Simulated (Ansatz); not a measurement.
# Single-point calculation of Zn2Se3

System: Zn2Se3 (5 atoms in the cell).
Method: DFT PBE, scalar-relativistic, plane waves, PAW, no spin polarisation (Ansatz 0.2.0).

The structure was made by swapping elements on the sites of another compound; it need not be a known phase. It belongs to a series of runs on one base structure; here: tetradymite type (R-3m, No. 166). Figures and captions count atoms from 1; the log counts them from 0 in places.

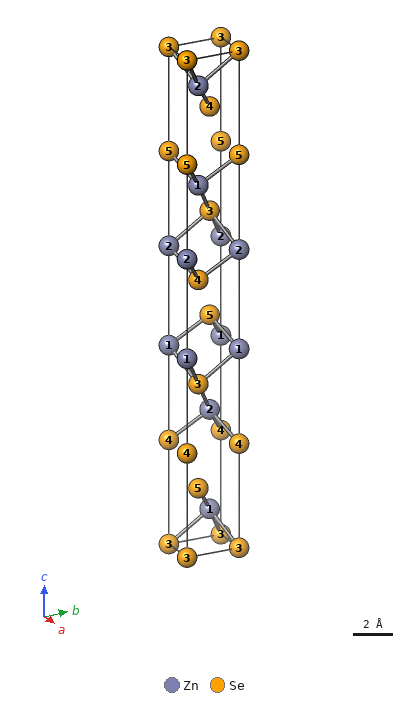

Fig. 1: The input geometry (ball-and-stick view of the cell 3 times as large as that of the calculation, set on its symmetry axes, seen slightly off an axis; atoms are numbered from 1 in the order of the input). Near neighbours in the crystal (not all of them lie inside the picture): Zn has 6 Se at 2.65 to 2.80 Å; Se has 6 Zn at 2.80 Å; Se has 3 Zn at 2.65 Å.

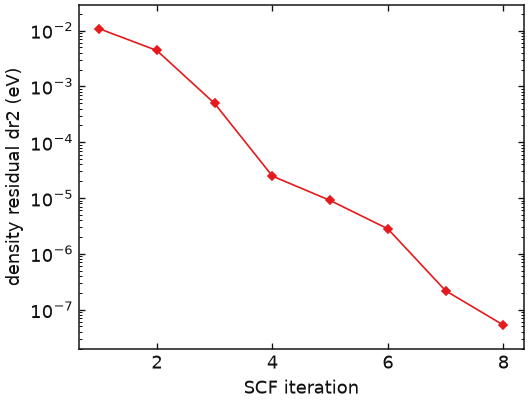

Fig. 2: Convergence of the self-consistent field: density residual dr2 against the SCF iteration. The residual falls at every step.

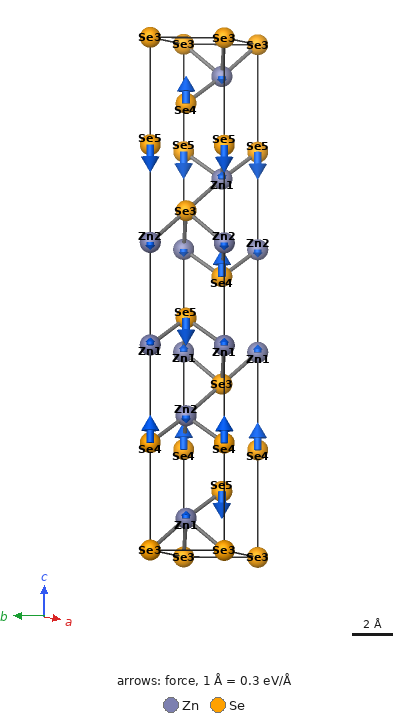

Fig. 3: Forces on the atoms as blue arrows (ball-and-stick view of the cell 3 times as large as that of the calculation, set on its symmetry axes, seen at an oblique angle; atoms are numbered from 1 in the order of the input). The largest act on Se4, Se5 (0.43 eV/Å). The geometry is not a stationary point of this energy.

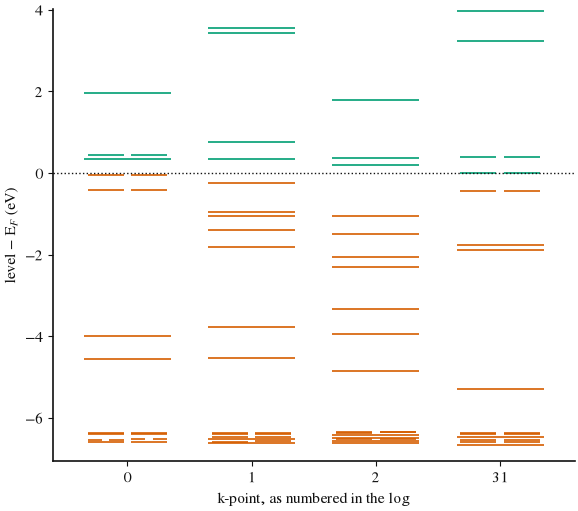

Fig. 4: Kohn–Sham levels near the Fermi level (dotted) at the few k-points that the log prints; levels within 0.02 eV of each other stand side by side. The system is metallic on the full mesh.

The input and output of the run follow.

Input:
```yaml
crystal:
  lattice:
    - [1.8878279632, 1.0899379827, 8.7510402206]
    - [-1.8878279632, 1.0899379827, 8.7510402206]
    - [0.0, -2.1798759654, 8.7510402206]
  atoms:
    - { symbol: Zn, position: [0.4, 0.4, 0.4] }
    - { symbol: Zn, position: [0.6, 0.6, 0.6] }
    - { symbol: Se, position: [0.0, 0.0, 0.0] }
    - { symbol: Se, position: [0.2095, 0.2095, 0.2095] }
    - { symbol: Se, position: [0.7905, 0.7905, 0.7905] }
basis:
  ecutwfc: 420
kpoints:
  mp_grid: { grid: [6, 6, 6] }
hamiltonian:
  xc: pbe
scf:
  occupations: { method: gaussian, width: 0.1 }
  lower_state_search: "off"
output:
  forces: true
  stress: true
  eigenvalues: true
```

Launched with:
```bash
ansatz run input.yaml --threads 1 --pin off --max-ram 2560MiB --backend cpu --events-out ev --progress --plain --runs-dir out
```

Log:
```
basis.fft_grid_basis auto: the FFT boxes are laid along the combinations [[1, 0, -1], [0, 1, -1], [0, 0, 1]] of the cell's own vectors, 3.776, 3.776 and 9.018 Å long. The dense box has 27×27×64 points. Along the cell's own vectors, as sized, it would have 64×64×64, 5.62 times as many. Of the 12 symmetry operations that the crystal satisfies within crystal.symmetry.tolerance (time reversal apart; of a slab, those that keep its plane) the dense box along the cell's own vectors carries 12, and the one as laid loses 8 of those. basis.fft_grid_basis: typed keeps the cell's own vectors: state it where this run's energies or levels are differenced outside the engine with another run's, or held beside a run that keeps those vectors.
Engine: ansatz 0.2.0, x86_64-unknown-linux-gnu
Pseudopotentials: kind: paw
Pseudopotential: Zn, paw, valence charge 12, recommended cutoff 420 eV (normal), Zn.paw.azcp
Pseudopotential: Se, paw, valence charge 16, recommended cutoff 420 eV (normal), Se.paw.azcp
Functional definition: PBE
  parameter kappa = 0.804
  parameter beta = 0.06672455060314922
  exchange = pbe_x(kappa = kappa, mu = beta*pi^2/3)
  correlation = pbe_c(beta = beta)
Crystal: 5 atoms, lattice volume = 108.038 Å³
Basis set: ecut = 420 eV, 2117 PW (Γ), FFT grids on a1−a3, a2−a3, a3, exchange–correlation on 54×54×128 points (8 copies of the dense FFT grid, shifted against one another)
Bands: 44, of which v1, the nominal top of the filled ones, is band 36 counted from 1 (35 counted from 0)
Symmetry: 12 space group operations
Space group: R-3m (ITA 166), of the structure as read, at distance tolerance 4.8e-5 Å
k-points: 32 of 216
Non-local potential: Zn, projectors of the file, l = 0: 2, l = 1: 2, l = 2: 3, l = 3: 1
Non-local potential: Se, projectors of the file, l = 0: 2, l = 1: 2, l = 2: 3, l = 3: 1
PAW form: soft (Blöchl's): semilocal exchange-correlation on the pseudo side does not see the compensation charge
PAW one-centre angular grid: Zn, 590 points (default); XC on 64 Gauss nodes
PAW one-centre angular grid: Se, 590 points (default); XC on 64 Gauss nodes
Initial density: superposition of atomic densities (neutral atoms: chi_scale 0, normalization atom), corrected by the library's trained network
Initial wavefunctions: pseudopotential atomic-orbital guess
Functional: x = pbe(κ = 0.804, μ = 0.2195149727645171), c = pbe(β = 0.06672455060314922)
SCF iter   1: F=—  HF=-23046.099670 eV  |F-HF|=—  |Δ(HF+E_count)|=         —  Δρ=2.00e-3  dr2=1.08e-2  ethr=1.77e-3  ⟨swp⟩=6.0  Hψ=5382  notcnv=0  defer=18
preconditioner: auto → Kerker (q_TF=auto, 2.550 Å⁻¹)  [metal: Δε(μ)=0.018 eV  Ē_g=10.651 eV  σ=0.100 eV  W_gap=0.10  n_scr=36 (ndim 8)  ℏωp=23.2 eV  f_vac=0.010  D(μ)=3.57/eV (n_scr^D=30)]
SCF iter   2: F=—  HF=-23046.098230 eV  |F-HF|=—  |Δ(HF+E_count)|=   1.44e-3  Δρ=1.19e-3  dr2=4.39e-3  ethr=1.50e-5  ⟨swp⟩=1.4  Hψ=1754  notcnv=0  defer=27
SCF iter   3: F=—  HF=-23046.098193 eV  |F-HF|=—  |Δ(HF+E_count)|=   3.71e-5  Δρ=7.54e-4  dr2=4.94e-4  ethr=6.10e-6  ⟨swp⟩=2.4  Hψ=2472  notcnv=0  defer=27
SCF iter   4: F=—  HF=-23046.097834 eV  |F-HF|=—  |Δ(HF+E_count)|=   3.59e-4  Δρ=1.69e-4  dr2=2.47e-5  ethr=6.86e-7  ⟨swp⟩=2.0  Hψ=2448  notcnv=0  defer=27
SCF iter   5: F=—  HF=-23046.097827 eV  |F-HF|=—  |Δ(HF+E_count)|=   6.53e-6  Δρ=7.00e-5  dr2=9.03e-6  ethr=3.42e-8  ⟨swp⟩=2.0  Hψ=2493  notcnv=0  defer=27
SCF iter   6: F=—  HF=-23046.097823 eV  |F-HF|=—  |Δ(HF+E_count)|=   4.01e-6  Δρ=4.18e-5  dr2=2.80e-6  ethr=1.25e-8  ⟨swp⟩=2.0  Hψ=2489  notcnv=0  defer=27
SCF iter   7: F=—  HF=-23046.097824 eV  |F-HF|=—  |Δ(HF+E_count)|=   2.57e-7  Δρ=1.07e-5  dr2=2.18e-7  ethr=3.88e-9  ⟨swp⟩=2.9  Hψ=2796  notcnv=0  defer=27
SCF iter   8: F=-23046.097824 eV  HF=-23046.097824 eV  |F-HF|=4.06e-8  |Δ(HF+E_count)|=   5.00e-8  Δρ=3.46e-6  dr2=5.29e-8  ethr=1.39e-10  ⟨swp⟩=9.5  Hψ=6356  notcnv=0
SCF 1 converged in 8 iterations: F = -23046.097824 eV  dr2 = 5.29e-8
  greatest PAW one-centre occupation: 1.000 electrons in one spin orbital (limit 2), on the Se atom at site 4 (counted from 0), in its partial waves of l = 2
SCF converged after 8 iterations
Free energy (F): -23046.097824 eV
Harris-Foulkes:  -23046.097824 eV  (|F-HF|=4.06e-8)
Internal energy: -23046.080319 eV  (E = F + TS)
E sigma→0 (E₀):  -23046.089071 eV
Entropy (-TS):   -0.017504 eV (-3.501 meV/atom)
Fermi energy:    7.936315 eV
--- Per-component energies (eV) ---
  E_band       = -1089.373696
  E_kinetic    = 609.978386
  E_local      = -10282.422716  (includes V_loc(G=0)·N_el)
  E_nonlocal   = -555.641139
  E_hartree    = 4837.586803
  E_xc         = -582.435337
  E_vxc        = -392.482655  (∫ρ·V_xc dr)
  E_paw        = -9393.281447  (= ΣΔE_a)
  E_vpaw       = -143.977382  (= ΣTr[D̂ρ^β])
  E_aug_tail   = -0.002508  (compensation charges beyond the density's cutoff)
  E_ewald      = -7679.862362
  E_smearing   = -0.017504  (= −TS)
  E_closure    = -0.000000  (closes the sum)
  Σ components = -23046.097824   (vs F -23046.097824, Δ=0.00e0)
--- Forces (eV/Å), atoms counted from 1 ---
  atom   1  Zn     0.00000000     0.00000000     0.11679805
  atom   2  Zn    -0.00000000    -0.00000000    -0.11679805
  atom   3  Se     0.00000000     0.00000000     0.00000000
  atom   4  Se    -0.00000000    -0.00000000     0.42687140
  atom   5  Se     0.00000000     0.00000000    -0.42687140
  max |Σ_I F_I| component: 5.55e-17 eV/Å
--- Stress (GPa, compression-positive) ---
       -2.773298       0.000000       0.000000
        0.000000      -2.773298      -0.000000
        0.000000      -0.000000      -7.427349
  P = ⅓ Tr σ = -4.3246 GPa (-43.246 kbar)
--- Band table (eV; the first three rows and the last of 32) ---
  k-point 0: bands = ["-39.4718", "-39.4707", "-39.4645", "-39.4645", "-39.4610", "-39.4610", "-39.4362", "-39.4362", "-39.4362", "-39.4362", "-39.2408", "-39.2336", "-39.2336", "-39.2088", "-39.2088", "-5.7364", "-4.7711", "-4.2782", "1.3495", "1.3495", "1.4037", "1.4037", "1.4138", "1.4160", "1.5426", "1.5426", "1.5651", "1.5651", "3.3768", "3.9355", "7.5184", "7.5184", "7.8800", "7.8800", "8.2714", "8.3769", "8.3769", "9.8926", "12.3823", "12.9813", "14.0322", "14.0322", "14.2869", "15.7899"]
  k-point 1: bands = ["-39.4717", "-39.4707", "-39.4646", "-39.4643", "-39.4611", "-39.4609", "-39.4364", "-39.4362", "-39.4360", "-39.4358", "-39.2408", "-39.2337", "-39.2336", "-39.2088", "-39.2087", "-5.5033", "-4.6362", "-4.1472", "1.3266", "1.3517", "1.3661", "1.4245", "1.4638", "1.4741", "1.5312", "1.5432", "1.5625", "1.5702", "3.4057", "4.1662", "6.1106", "6.5441", "6.8777", "6.9820", "7.6966", "8.2898", "8.7034", "11.3558", "11.4957", "13.6821", "14.1912", "14.4527", "14.8671", "15.4380"]
  k-point 2: bands = ["-39.4714", "-39.4708", "-39.4648", "-39.4639", "-39.4615", "-39.4607", "-39.4365", "-39.4361", "-39.4358", "-39.4354", "-39.2406", "-39.2338", "-39.2337", "-39.2088", "-39.2083", "-4.9101", "-4.3326", "-3.9370", "1.3158", "1.3774", "1.4189", "1.4309", "1.4418", "1.5137", "1.5629", "1.5824", "1.5833", "1.5964", "3.0810", "3.9964", "4.5985", "5.6228", "5.8712", "6.4303", "6.8880", "8.1224", "8.3069", "9.7200", "12.1627", "12.9455", "13.6778", "14.3438", "14.5978", "15.1609"]
  k-point 31: bands = ["-39.4718", "-39.4707", "-39.4645", "-39.4645", "-39.4610", "-39.4610", "-39.4362", "-39.4362", "-39.4362", "-39.4362", "-39.2408", "-39.2336", "-39.2336", "-39.2088", "-39.2088", "-5.5938", "-5.1675", "-3.9695", "1.2647", "1.3467", "1.3467", "1.4066", "1.4066", "1.4745", "1.5416", "1.5416", "1.5661", "1.5661", "2.6384", "6.0564", "6.1751", "7.5013", "7.5013", "7.9451", "7.9451", "8.3176", "8.3176", "11.1737", "11.9002", "12.8055", "14.4006", "14.4006", "15.2053", "15.2613"]
```

Summary:

- outcome: converged
- space group (tolerance 0.01 Å): R-3m (166)
- electrons treated: 72
- free energy: −23046.0978 eV
- Fermi energy: 7.936 eV
- gap on the k-point mesh: none (metallic)
- pressure: −4.32 GPa
- largest force (length of the vector): 0.427 eV/Å
- hardware: 1 thread of Intel Xeon @ 2.50GHz (Skylake/Cascade Lake), 189 GiB of memory available, shared host
- wall time: 29 s (CPU time 16 s; the host was busy)
- peak memory: 0.45 GiB
